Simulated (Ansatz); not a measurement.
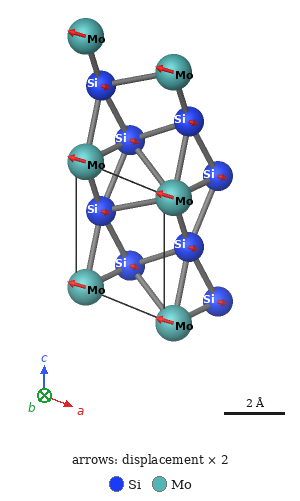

This is a relaxation of a crystal of Si$_{2}$Mo (set up in P1). The starting structure is drawn; red arrows show the displacements, magnified 2 times.

The picture is a ball-and-stick view of the cell of the calculation, reduced to other axes, repeated 2 × 1 × 2 with one cell outlined, seen along the b axis. Lengths and directions refer to the drawn axes.

Case: all Mo atoms moved 0.5 Å in one direction; relaxed back.

All numbers below come from DFT PBE, scalar-relativistic, plane waves, PAW in Ansatz 0.2.0. Set-up: plane-wave cutoff 420 eV; k-point mesh 14 × 14 × 14; occupations gaussian; smearing width 0.15 eV; no spin polarisation; cell and atoms relaxed; force threshold 0.01 eV/Å; at most 80 steps.

### Atoms of which element are displaced furthest, and by how much?

Molybdenum: up to 0.33 Å, against 0.17 Å for silicon.

### Describe the change and its energy.

Over 5 accepted moves (6 points after the start) the energy falls by 1.206 eV per cell of the calculation. The largest force component goes from 4.8 to 0.0012 eV/Å. Pressure: 16.21 GPa at the start and 0.00 GPa at the end. At 1 point the geometry stayed and the basis and grid were re-selected for the new cell (energy shift of less than 0.05 meV per cell of the calculation at most each time). The Mo atom moves most: 0.33 Å roughly along −a. Largest moves by element: Mo 0.33 Å, Si 0.17 Å. The cell stays as it was. Among the contacts that change: Mo–Si 3.004 → 2.619 Å, Mo–Si 2.959 → 2.619 Å, Mo–Si 2.279 → 2.619 Å, Mo–Si 2.939 → 2.619 Å. The space group (tolerance 0.01 Å) goes from P1 (No. 1) to I4/mmm (No. 139).
